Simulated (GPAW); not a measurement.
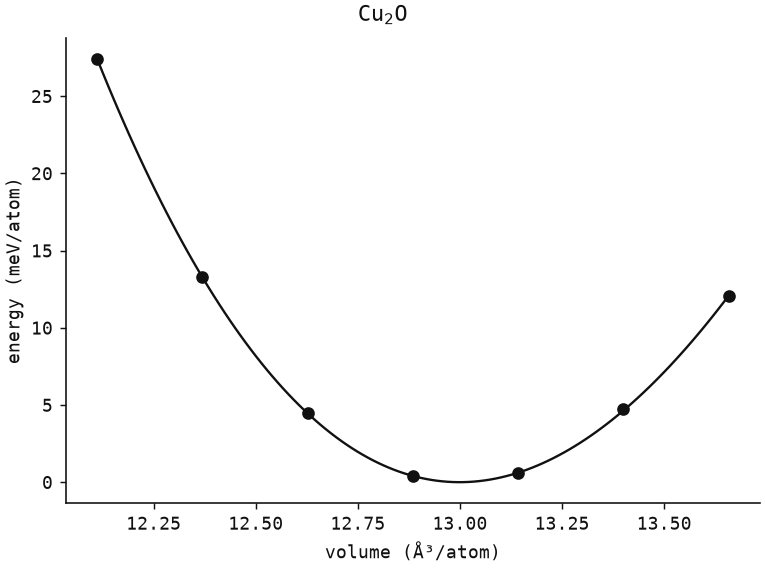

The plot gives the computed energy against volume for Cu₂O, space group Pn-3m (No. 224).

Structure:
```
Cu O
1.0
     4.26000    0.00000    0.00000
     0.00000    4.26000    0.00000
     0.00000    0.00000    4.26000
Cu O
4 2
Direct
  0.75000 0.25000 0.75000
  0.75000 0.75000 0.25000
  0.25000 0.75000 0.75000
  0.25000 0.25000 0.25000
  0.50000 0.50000 0.50000
  0.00000 0.00000 0.00000
```

How it was computed, with GPAW 26.7.0: PAW DFT in plane waves, on a grid or in atomic orbitals, no spin polarisation; energies at scaled volumes of the given cell, shape and fractions fixed, counted from the fit's minimum, third-order Birch-Murnaghan fit. Level: r2SCAN.

- k mesh: 5×5×5
- occupations: Fermi–Dirac
- smearing width: 0.05 eV
- potentials: GPAW PAW data sets (gpaw data 1.2.1)
- wave cutoff: 800 eV
- program settings: basis pw

This calculation gives: equilibrium volume 13.00 Å³/atom and bulk modulus 127 GPa.

Now the level changes from r2SCAN to LDA. Predict the effect.

The equilibrium volume falls from 13.00 to 12.28 Å³/atom (−5.5 %) and the bulk modulus rises from 127 to 145 GPa (+14 %).

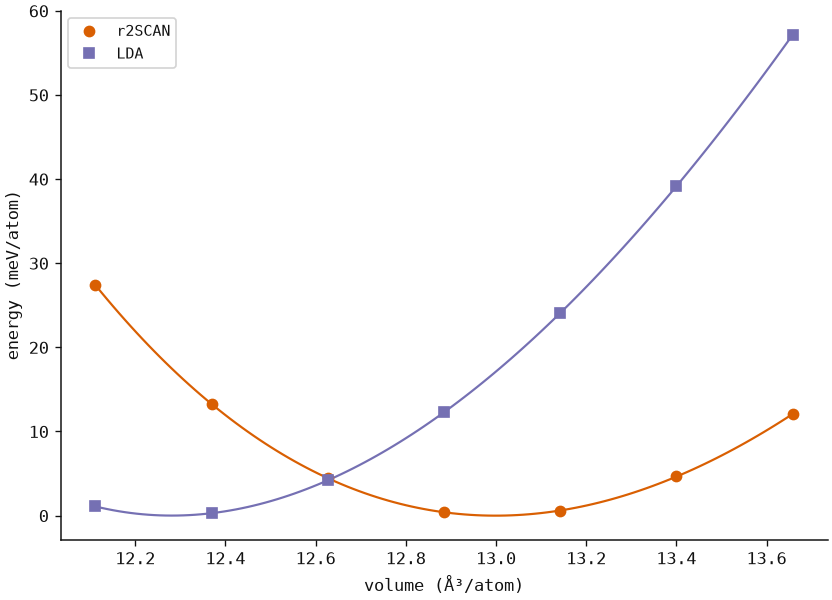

The two results together.

For r2SCAN, limits of the calculation: the fit and the printed pressures don't fully agree, or the minimum lies near the end of the range.

V0 and the bulk modulus come from third-order Birch–Murnaghan fits.
